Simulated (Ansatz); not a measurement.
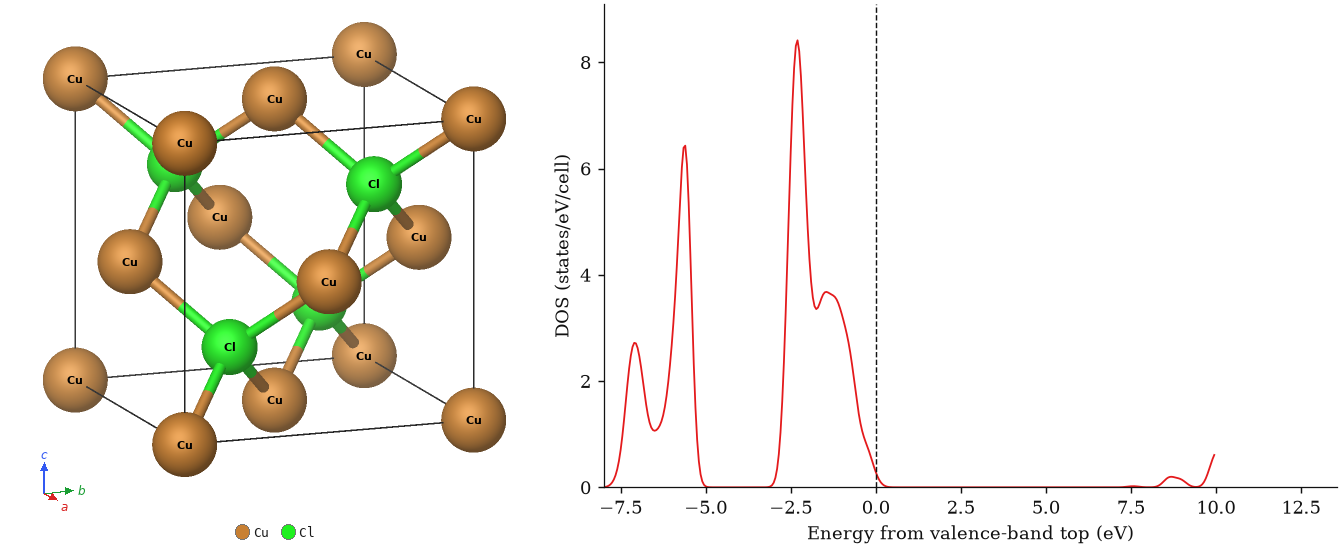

Density of states, beside the structure. Energies are counted from the top of the valence band. The curve is built from the levels of the k mesh with Gaussians 0.4 eV wide, which also blur the band edges.

System: CuCl, space group F-43m, 2 atoms in the cell, zincblende type; a = 3.79 Å, b = 3.79 Å, c = 3.79 Å, α = 60.00°, β = 60.00°, γ = 60.00°.

Method: DFT, LC-wPBE, plane waves, PAW, no spin polarisation, 6×6×6 k mesh, 420 eV cutoff (Ansatz 0.2.0).

**Metal or insulator, going by the density of states?**

There is a gap; over the k points computed it is 7.57 eV (direct among those points).

**Where is the tallest peak of the filled states in the window?**

Within the window shown, the tallest peak of the filled states lies 2.3 eV under the valence-band top, at about 8.4 states per eV and cell.

**How wide is the upper valence band?**

The upper group of valence states starts about 2.6 eV under the valence-band top, with a gap beneath it; it holds about 10 electrons a cell.
